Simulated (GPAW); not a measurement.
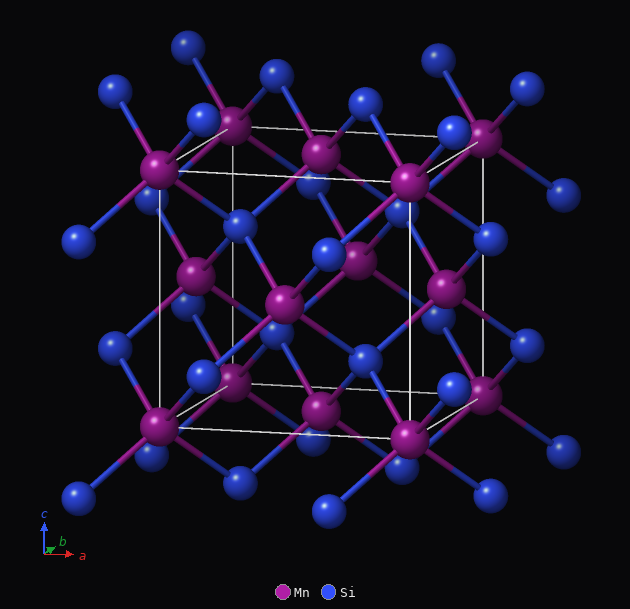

MnSi, zinc blende type, space group F-43m (No. 216), a = 5.054 Å, b = 5.054 Å, c = 5.054 Å, α = 90.00°, β = 90.00°, γ = 90.00°. The figure gives a ball-and-stick picture of the atoms, viewed slightly off an axis. Lines trace the edges of the conventional unit cell. Bonds that leave the box are completed with the atoms at their other ends. This one geometry was run with four functionals. The cell is a cell made by a generator, which needn't be a real form of the compound. Other forms of this composition are known.

Alike in all runs: GPAW 26.7.0; potentials PAW data sets generated in the run's folder for this functional; cutoff 510 eV; k mesh 9 × 9 × 9 on the run's cell of 2 atoms; occupations fermi-dirac, width 0.05 eV; collinear spin, ferromagnetic start; no spin-orbit coupling. All runs are metallic. Four further levels, run on potentials with other valence shells, are left out.

| level | pressure (GPa) | moment (μB/atom) |
| --- | --- | --- |
| BLYP | ? | ? |
| WC | 15.0 | 0.99 |
| PBEsol | 14.8 | 0.99 |
| AM05 | 14.1 | 0.98 |

### Fill in the row of BLYP.

Pressure 22.8 GPa; moment 0.98 μB/atom. That is the highest pressure of all.

### Order the levels by the equilibrium volume that these pressures point to, smallest first.

AM05 (14.1 GPa), PBEsol (14.8 GPa), WC (15.0 GPa), BLYP (22.8 GPa). A higher pressure at one volume points to a larger equilibrium volume, as long as the bulk moduli are alike; rows a few tenths of a GPa apart can't be told apart.

Caveat: the cutoff is short for stress and forces, so pressures can be off by a GPa or more; the dipolar part lacks the spin inside other atoms' spheres; a cell with one magnetic atom can't hold antiferromagnetic order, which such compounds often take.
